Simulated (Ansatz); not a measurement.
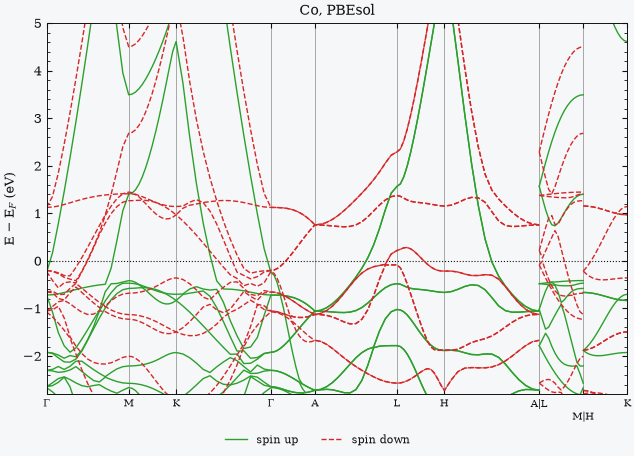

Band structure. Energies are counted from the Fermi level.

Which Bravais lattice do the labels of the path belong to?

Answer. A hexagonal (primitive) lattice: the path Γ–M–K–Γ–A–L–H–A|L–M|H–K runs through the special points of its Brillouin zone.

System: Co, space group P6_3/mmc, 2 atoms in the cell.

Level of theory: DFT PBEsol, scalar-relativistic, plane waves, PAW, spin-polarised, 18×18×10 k mesh; code Ansatz.

Is there a gap at the Fermi level?

Answer. A metal: bands cross the Fermi level along this path.

On which lines of the path do bands cross the Fermi level?

Answer. Bands cross the Fermi level on Γ–M, K–Γ, Γ–A, A–L, L–H, H–A, L–M and H–K, and not on M–K.

Which levels at L lie nearest to the Fermi level?

Answer. At L the nearest levels lie 0.08 eV below and 0.22 eV above the Fermi level.
